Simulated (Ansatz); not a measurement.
Sr4Ti4O11 (cell charge +2, with a compensating background) (cell with a defect)

Input

```
crystal:
  lattice:
    - [-3.9072701075, 3.9072701075, 3.9072701075]
    - [3.9072701075, -3.9072701075, 3.9072701075]
    - [3.9072701075, 3.9072701075, -3.9072701075]
  atoms:
    - { symbol: Sr, position: [0.5, 0.0, 0.5] }
    - { symbol: Sr, position: [0.0, 0.5, 0.5] }
    - { symbol: Sr, position: [0.0, 0.0, 0.0] }
    - { symbol: Sr, position: [0.5, 0.5, 0.0] }
    - { symbol: Ti, position: [0.5, 0.5, 0.5] }
    - { symbol: Ti, position: [0.0, 0.0, 0.5] }
    - { symbol: Ti, position: [0.0, 0.5, 0.0] }
    - { symbol: Ti, position: [0.5, 0.0, 0.0] }
    - { symbol: O, position: [0.25, 0.25, 0.5] }
    - { symbol: O, position: [0.25, 0.0, 0.75] }
    - { symbol: O, position: [0.25, 0.5, 0.25] }
    - { symbol: O, position: [0.75, 0.0, 0.25] }
    - { symbol: O, position: [0.75, 0.75, 0.5] }
    - { symbol: O, position: [0.75, 0.25, 0.0] }
    - { symbol: O, position: [0.25, 0.75, 0.0] }
    - { symbol: O, position: [0.5, 0.25, 0.25] }
    - { symbol: O, position: [0.0, 0.75, 0.25] }
    - { symbol: O, position: [0.0, 0.25, 0.75] }
    - { symbol: O, position: [0.5, 0.75, 0.75] }
total_charge: 2
basis:
  ecutwfc: 500
  xc_grid: 3
kpoints:
  mp_grid: { grid: [2, 2, 2], shift: [0.5, 0.5, 0.5] }
hamiltonian:
  xc: r2scan
scf:
  occupations: { method: gaussian, width: 0.02 }
output:
  forces: true
  stress: false
  eigenvalues: true
  write_density: true
  write_potential: true
  elf: true
  volumetric_format: npy
relax:
  adjacent_minimum: "off"
  f_tol: 0.02
  max_steps: 60
```

Run with:

```sh
ansatz run input.yaml --threads 8 --pin off --max-ram 20480MiB --backend cpu --events-out ev --progress --plain --runs-dir out
```

The fields are those of the relaxed geometry.

Computed without spin polarisation.

The calculation used Ansatz 0.2.0, DFT r2SCAN, scalar-relativistic, plane waves, PAW.

Question: Predict the valence pseudo-density and electron localisation function between the atoms.

Answer: Ti–O (1.95 Å): ρ is about 0.7 e/Å³ halfway; the ELF peaks at about 0.80 in the valence shell of O, 0.6 Å from its nucleus, and is about 0.20 at the midpoint; no shared electron pair shows on this line.
Sr–O (2.76 Å): the density is about 0.14 e/Å³ at the midpoint; the ELF is about 0.05 at the midpoint: a largely ionic contact.

Question: Metal or insulator at this level of theory?

Answer: It is gapped, with a Kohn–Sham gap of 2.3 eV on the k-point mesh, an upper bound to the gap of this method.

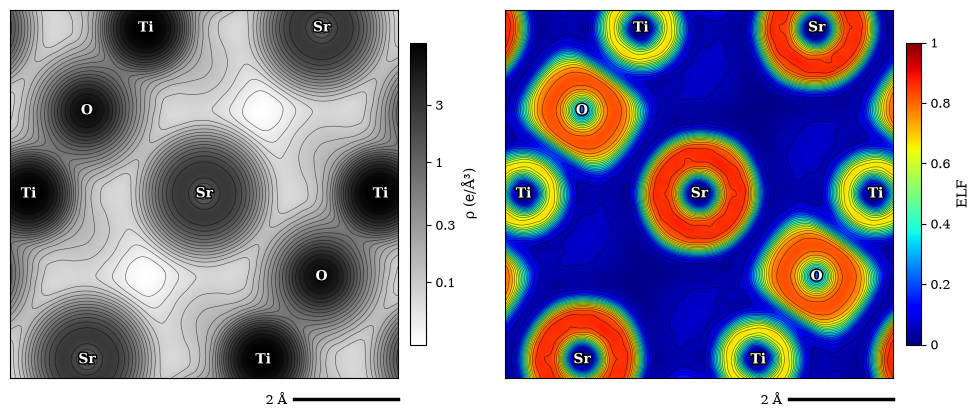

Computed valence pseudo-density and electron localisation function on the (010) plane of the calculation cell, in this order. 

The density is the valence pseudo-density of a PAW calculation; it isn't the true density close to the nuclei.
